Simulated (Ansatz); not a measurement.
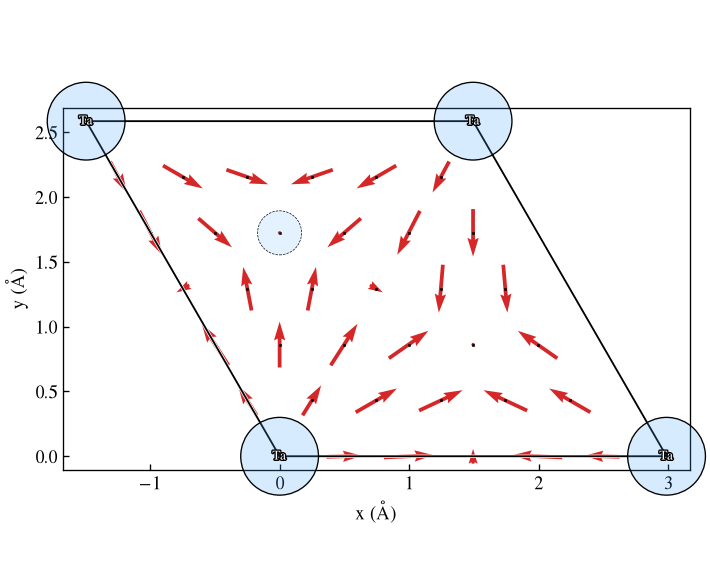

S on a Ta(111) slab cut from the Fm-3m phase, its upper half relaxed before the scan (12 atoms of substrate and one adsorbate in a 2 × 2 cell). 
- S is moved over the surface cell; relaxed at each place: the height of the adsorbate's atoms; substrate rigid; the origin of the map has the adsorbate above Ta9.
- Places are given modulo a cell vector. The map is drawn in real space over the plane of the surface.
- Grid: 6 × 6 points; 10 points were computed and 26 follow by symmetry.
- Places are given in fractions of the 1 × 1 surface cell.
- Level of theory: DFT PBE, scalar-relativistic, plane waves, PAW in Ansatz 0.2.0. Settings: cutoff 420 eV, k-mesh 6×6×1, gaussian smearing 0.1 eV, no spin polarisation.

The picture shows dots at the grid points, arrows along the force (downhill), their lengths compressed, labelled circles for the atoms of the top layer and small ones for the second layer, the outline of one cell of the plane.

### The arrows alone are given. Where are the wells?

The arrows converge at a threefold hollow over a third-layer Ta atom, (4/6, 2/6) of the cell vectors; a threefold hollow over a second-layer Ta atom, (2/6, 4/6) of the cell vectors (0.19 eV up) (read from the interpolated surface).

The energy map of the same scan:

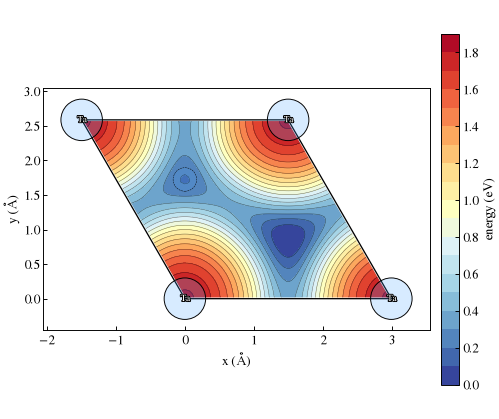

Energies are in eV, from the lowest grid point; between grid points the surface is interpolated.

PAW datasets: the set soft_1.
